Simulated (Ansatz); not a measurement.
**TiAl₃₀ (cell with a defect): density, localisation and related maps**

Input file:

```
crystal:
  lattice:
    - [8.1, 0.0, 0.0]
    - [0.0, 8.1, 0.0]
    - [0.0, 0.0, 8.1]
  atoms:
    - { symbol: Al, position: [0.4951579, 0.0050227, 0.0012391] }
    - { symbol: Al, position: [0.7477484, 0.2488879, 0.0038373] }
    - { symbol: Al, position: [0.7505856, -0.0024224, 0.2549431] }
    - { symbol: Al, position: [0.0018178, 0.0061732, -0.0028977] }
    - { symbol: Al, position: [0.2541813, 0.2466731, -0.0004439] }
    - { symbol: Al, position: [0.5070382, 0.5032528, -0.000551] }
    - { symbol: Al, position: [0.745301, 0.7526348, 0.0028023] }
    - { symbol: Al, position: [0.2503849, -0.0048379, 0.2498264] }
    - { symbol: Al, position: [0.5022615, 0.2470815, 0.2453183] }
    - { symbol: Al, position: [0.7457912, 0.5097491, 0.2501761] }
    - { symbol: Al, position: [0.4974745, 6.04e-05, 0.504494] }
    - { symbol: Al, position: [0.7476771, 0.2536979, 0.5075348] }
    - { symbol: Al, position: [0.7538145, 0.0002819, 0.7502782] }
    - { symbol: Al, position: [0.003951, 0.5053023, 0.0005123] }
    - { symbol: Al, position: [0.2435063, 0.7455726, -0.0023711] }
    - { symbol: Al, position: [-0.0036331, 0.2484399, 0.2492914] }
    - { symbol: Al, position: [0.2547351, 0.5018841, 0.2499718] }
    - { symbol: Ti, position: [0.5013617, 0.7538015, 0.2482362] }
    - { symbol: Al, position: [-0.0023887, 0.0003226, 0.5004831] }
    - { symbol: Al, position: [0.2598698, 0.2450672, 0.4973711] }
    - { symbol: Al, position: [0.4963218, 0.5059157, 0.5037377] }
    - { symbol: Al, position: [0.7527503, 0.7386935, 0.5037465] }
    - { symbol: Al, position: [0.2455583, 0.0027677, 0.7418155] }
    - { symbol: Al, position: [0.5038422, 0.2507778, 0.7514771] }
    - { symbol: Al, position: [0.7487823, 0.5065054, 0.7504615] }
    - { symbol: Al, position: [-0.0008321, 0.7538616, 0.2589733] }
    - { symbol: Al, position: [-0.001746, 0.4956911, 0.5003035] }
    - { symbol: Al, position: [-0.0031986, 0.2590617, 0.7485534] }
    - { symbol: Al, position: [0.2518101, 0.5010928, 0.750233] }
    - { symbol: Al, position: [0.5046413, 0.7522554, 0.7541636] }
    - { symbol: Al, position: [-0.0002931, 0.7525652, 0.7498596] }
basis:
  ecutwfc: 420.0
kpoints:
  mp_grid: { grid: [3, 3, 3] }
hamiltonian:
  xc: pbe
  dispersion: d3bj
  pseudopotentials: { kind: paw, azcp: { folder: soft_1 } }
scf:
  occupations: { method: fermi_dirac, width: 0.15 }
  lower_state_search: "off"
relax:
  f_tol: 0.03
  max_steps: 60
  adjacent_minimum: "off"
output:
  write_density: true
  write_potential: true
  elf: true
  volumetric_format: npy
```

Run with:

```sh
ansatz run input.yaml --threads 4 --pin off --max-ram 10240MiB --backend cpu --events-out ev --progress --plain --runs-dir out
```

The fields are those of the run's last geometry, not of the input's.

Computed without spin polarisation; PAW files of the earlier set (soft_1).

The calculation used DFT PBE-D3(BJ), scalar-relativistic, plane waves, PAW (Ansatz 0.2.0).

Core electrons are frozen (PAW), and the valence fields are smoothed inside the atomic spheres.

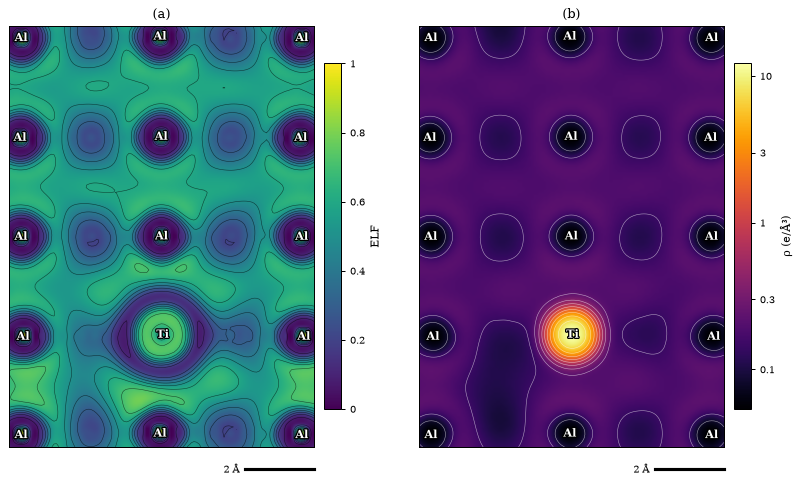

Figure 1. (a) electron localisation function; (b) valence charge density (pseudo) on the (011) plane of the calculation cell.

Read the bonding off the picture.

The section cuts through Al and Ti sites.
Ti–Al (2.84 Å): the density is about 0.21 e/Å³ at the midpoint; the ELF is about 0.40 at the midpoint.
Al–Al (2.84 Å): ρ is about 0.21 e/Å³ halfway; the ELF peaks at about 0.75 between the atoms.
Al–Al (2.87 Å): ρ at the midpoint is about 0.2 e/Å³; the ELF peaks at about 0.65 between the atoms.

Between the atoms the lowest density in this plane is 0.09 e/Å³.
The features right at Ti lie inside the PAW spheres, where the map follows smoothed inner orbitals and isn't to be read closely.

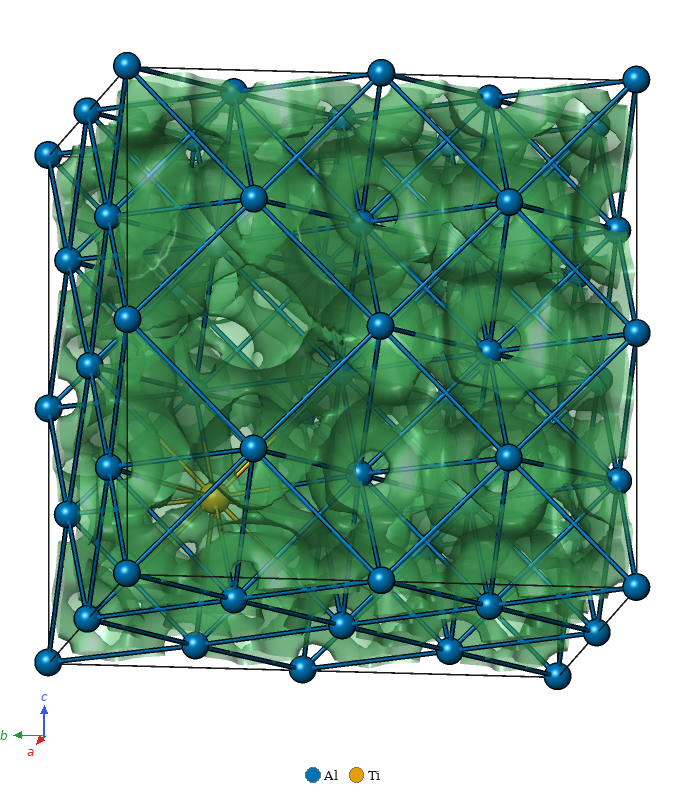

Figure 2. Isosurface of the ELF at 0.55 (green), seen at an oblique angle. Only the valence region is drawn (cores and ρ < 0.01 e/Å³ removed). Sticks mark near contacts.

Identify the bonds, lone pairs and shells in this picture.

At this value the surface marks out one network that runs through the whole crystal, counted in one cell of 31 atoms. Regions shared between cells count once. Profiles from the grid: Al–Al (2.78 Å): the ELF peaks at about 0.75 between the atoms.

Does the calculation make it a metal, or give it a gap?

It is gapless in this calculation (a metal or semimetal).
